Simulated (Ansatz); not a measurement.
A periodic structure is given below.

```cif
data_structure
_symmetry_space_group_name_H-M 'P 1'
_symmetry_Int_Tables_number 1
_cell_length_a 4.8528
_cell_length_b 4.8528
_cell_length_c 4.8528
_cell_angle_alpha 90.000
_cell_angle_beta 90.000
_cell_angle_gamma 90.000
_cell_volume 114.28
loop_
_atom_site_label
_atom_site_type_symbol
_atom_site_fract_x
_atom_site_fract_y
_atom_site_fract_z
_atom_site_occupancy
C1 C 0.83735 0.16265 0.16265 1
C2 C 0.33735 0.33735 0.33735 1
C3 C 0.16265 0.83735 0.16265 1
C4 C 0.16265 0.16265 0.83735 1
C5 C 0.33735 0.66265 0.33735 1
C6 C 0.16265 0.16265 0.16265 1
C7 C 0.66265 0.33735 0.33735 1
C8 C 0.33735 0.33735 0.66265 1
C9 C 0.33735 0.66265 0.66265 1
C10 C 0.83735 0.83735 0.83735 1
C11 C 0.66265 0.33735 0.66265 1
C12 C 0.66265 0.66265 0.33735 1
C13 C 0.83735 0.16265 0.83735 1
C14 C 0.66265 0.66265 0.66265 1
C15 C 0.16265 0.83735 0.83735 1
C16 C 0.83735 0.83735 0.16265 1
```

### Characterise the structure given above.

The element is carbon. The lattice is body-centred cubic and the space group Im-3m (No. 229). The cell holds 16 atoms. The neighbours of C are four C at 1.47 to 1.58 Å. The bonds build a three-dimensional framework.

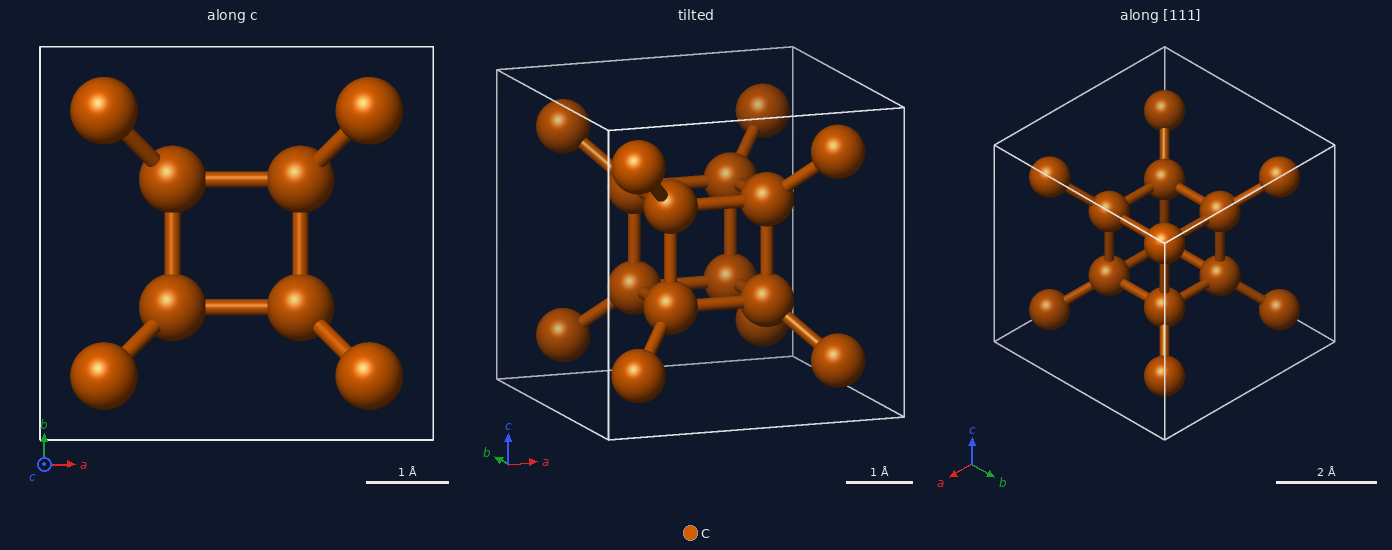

Drawn in the ball-and-stick manner and seen along the c axis, slightly off an axis and along [111]. One conventional unit cell is outlined, and atoms on its boundary appear in each equivalent place. Colours: carbon orange.

The cell started as a structure listed in the Materials Project. The geometry was optimised with DFT PBEsol, scalar-relativistic, plane waves, PAW in Ansatz 0.2.0.
